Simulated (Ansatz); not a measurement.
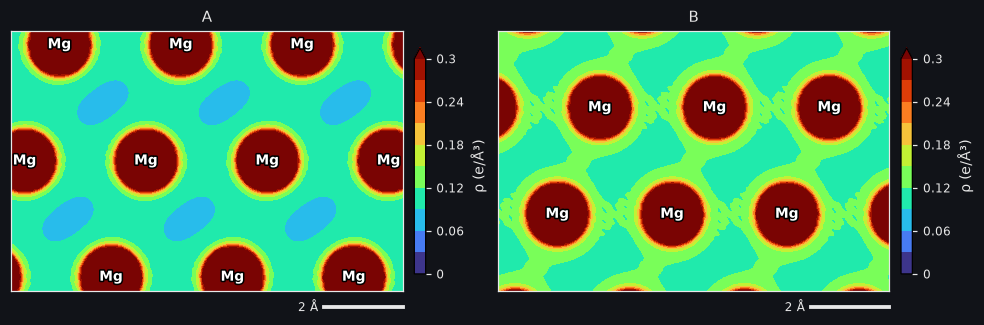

Mg. The valence pseudo-density of two cells that differ in size and shape, on the (11̄0) plane of each (indices in the axes of the calculation cell), at one length scale and on one colour scale: A has 22.6 Å³ an atom and B 19.1.

Method: DFT PBE, scalar-relativistic, plane waves, PAW (Ansatz 0.2.0).

Core electrons are frozen (PAW), and the valence fields are smoothed inside the atomic spheres.

The larger cell:

```
Mg
1.0
    -1.74990    1.74990    1.84125
     1.74990   -1.74990    1.84125
     1.74990    1.74990   -1.84125
Mg
1
Cartesian
  0.0000 0.0000 0.0000
```

The smaller cell: a = 2.917 Å, b = 2.917 Å, c = 2.917 Å, α = 108.35°, β = 108.35°, γ = 111.73°.

What does the compression do to the bonding and the properties?

From the larger cell to the smaller, Mg–Mg goes from 3.08 to 2.92 Å, and the density at its midpoint from 0.1 to 0.12 e/Å³; the pressure goes from 0.6 to 9 GPa.
